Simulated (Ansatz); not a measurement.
Consider Ru.

Input file:

```
crystal:
  lattice:
    - [1.88442368, -1.88442368, 0.0]
    - [1.88442368, 0.0, -1.88442368]
    - [7.5376947202, 7.5376947202, 7.5376947202]
  atoms:
    - { symbol: Ru, position: [0.6666666667, 0.6666666667, 0.1666666667] }
    - { symbol: Ru, position: [0.0, 0.0, 0.0] }
    - { symbol: Ru, position: [0.3333333333, 0.3333333333, 0.3333333333] }
    - { symbol: Ru, position: [0.6666666667, 0.6666666667, 0.6666666667] }
    - { symbol: Ru, position: [0.0, 0.0, 0.5] }
    - { symbol: Ru, position: [0.3333333333, 0.3333333333, 0.8333333333] }
basis:
  ecutwfc: 420
kpoints:
  mp_grid: { grid: [19, 19, 4] }
hamiltonian:
  xc: pbesol
scf:
  occupations: { method: gaussian, width: 0.15 }
output:
  forces: true
  stress: true
  eigenvalues: true
  write_density: true
  write_potential: true
  elf: true
  volumetric_format: npy
```

Launched as:

```sh
ansatz run input.yaml --threads 2 --pin off --max-ram 4096MiB --backend cpu --events-out ev --progress --plain --runs-dir out
```

Space group Fm-3m; computed without spin polarisation.

Level of theory: Ansatz 0.2.0, DFT PBEsol, scalar-relativistic, plane waves, PAW.

**Predict the valence pseudo-density and electron localisation function between the atoms.**

Ru–Ru (2.66 Å): ρ at the midpoint is about 0.41 e/Å³; the ELF is about 0.30 at the midpoint.

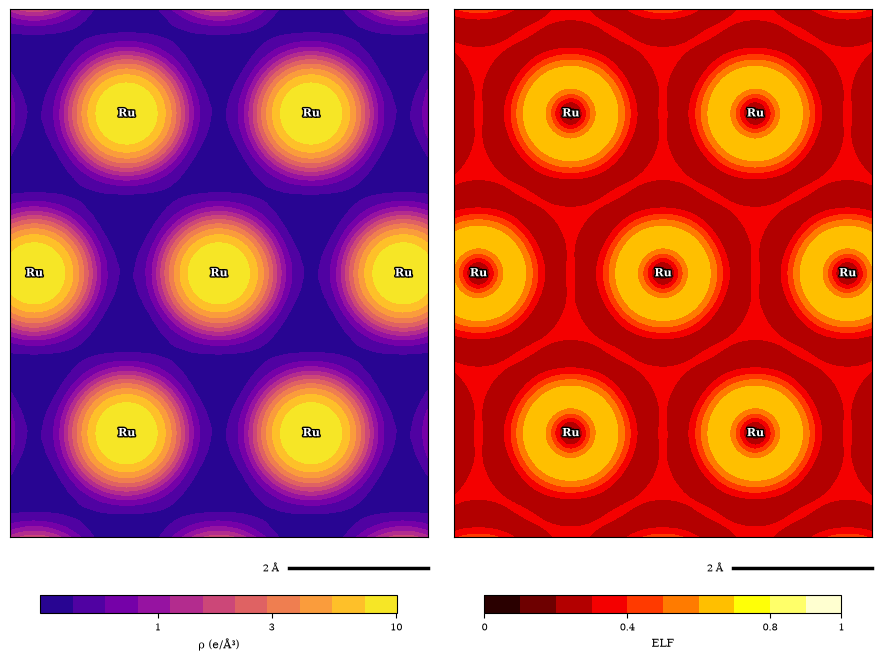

Computed valence pseudo-density and electron localisation function on the (001) plane of the calculation cell, in this order. 

Core electrons are frozen (PAW), and the valence fields are smoothed inside the atomic spheres.
